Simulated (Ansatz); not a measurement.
System: MnO.

The calculation's input:

```
crystal:
  lattice:
    - [4.4464, 0.0, 0.0]
    - [0.0, 4.4464, 0.0]
    - [0.0, 0.0, 4.4464]
  atoms:
    - { symbol: Mn, position: [0.0, 0.0, 0.0], spin: 4.5, spin_axis: [0.0, 0.0, 4.5] }
    - { symbol: Mn, position: [0.0, 0.5, 0.5], spin: 4.5, spin_axis: [0.0, 0.0, 4.5] }
    - { symbol: Mn, position: [0.5, 0.0, 0.5], spin: 4.5, spin_axis: [0.0, 0.0, -4.5] }
    - { symbol: Mn, position: [0.5, 0.5, 0.0], spin: 4.5, spin_axis: [0.0, 0.0, -4.5] }
    - { symbol: O, position: [0.0, 0.0, 0.5] }
    - { symbol: O, position: [0.0, 0.5, 0.0] }
    - { symbol: O, position: [0.5, 0.0, 0.0] }
    - { symbol: O, position: [0.5, 0.5, 0.5] }
hamiltonian:
  xc: pbe
  pseudopotentials: { kind: paw }
  hubbard: { sites: [{ species: Mn, l: d, u_eff: 3.9 }] }
  noncollinear_xc: multicollinear
basis:
  ecutwfc: 420
kpoints:
  mp_grid: { grid: [3, 3, 3] }
scf:
  occupations: { method: fermi_dirac, width: 0.03 }
  lower_state_search: "off"
  max_iter: 150
output:
  forces: true
  stress: true
  write_density: true
  write_potential: true
  elf: true
  volumetric_format: npy
magnetization:
  noncollinear: true
```

Run with:

```sh
ansatz run input.yaml --threads 4 --pin off --max-ram 9216MiB --backend cpu --events-out ev --progress --plain --runs-dir out
```

Space group Fm-3m; computed pressure about 8 GPa in this cell; Hubbard U of 3.9 eV on Mn d only; with non-collinear spins.

These are results of DFT, PBE+U, PAW, plane waves, scalar-relativistic (Ansatz 0.2.0), not measurements.

### What can the converged valence pseudo-density and electron localisation function tell about the bonding?

Mn–O (2.22 Å): the density is about 0.36 e/Å³ at the midpoint; the ELF peaks at about 0.80 in the valence shell of O, 0.6 Å from its nucleus, and is about 0.10 at the midpoint; no localised pair shows between them.

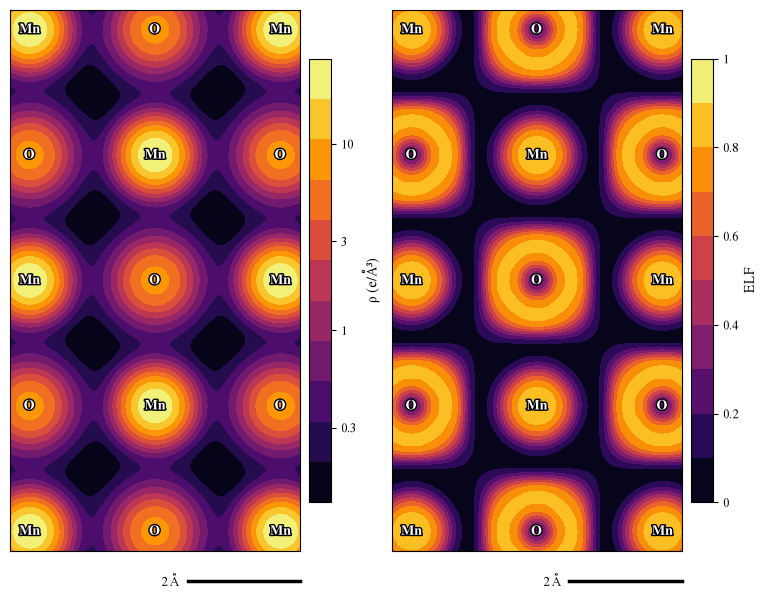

Computed valence pseudo-density and electron localisation function on the (010) plane of the calculation cell, in this order. 
